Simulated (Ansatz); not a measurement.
Take the following structure.

```cif
data_structure
_symmetry_space_group_name_H-M 'I 4/m m m'
_symmetry_Int_Tables_number 139
_cell_length_a 8.4045
_cell_length_b 8.4045
_cell_length_c 2.8240
_cell_angle_alpha 90.000
_cell_angle_beta 90.000
_cell_angle_gamma 90.000
_cell_volume 199.48
loop_
_atom_site_label
_atom_site_type_symbol
_atom_site_symmetry_multiplicity
_atom_site_Wyckoff_symbol
_atom_site_fract_x
_atom_site_fract_y
_atom_site_fract_z
_atom_site_occupancy
Bi1 Bi 2 b 0.50000 0.50000 0.00000 1
```

Question: Work out the structure from the coordinates.

Answer: The element is bismuth. The cell holds one atom. Bi bonds to two Bi in a linear arrangement at 2.82 Å. The bonds build Bi chains along [110].

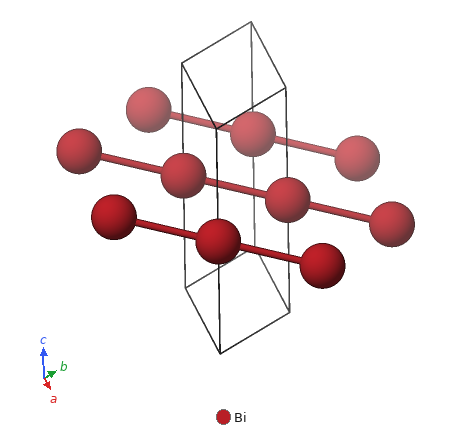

We look at a ball-and-stick model of the crystal slightly off an axis. The outline marks the simulation cell. Atoms of adjacent cells appear where they bond to atoms in the box.

Source of the structure: a structure listed in the Materials Project. The cell was then strained or its atoms displaced on purpose. An electronic-structure calculation with Ansatz was run on it.
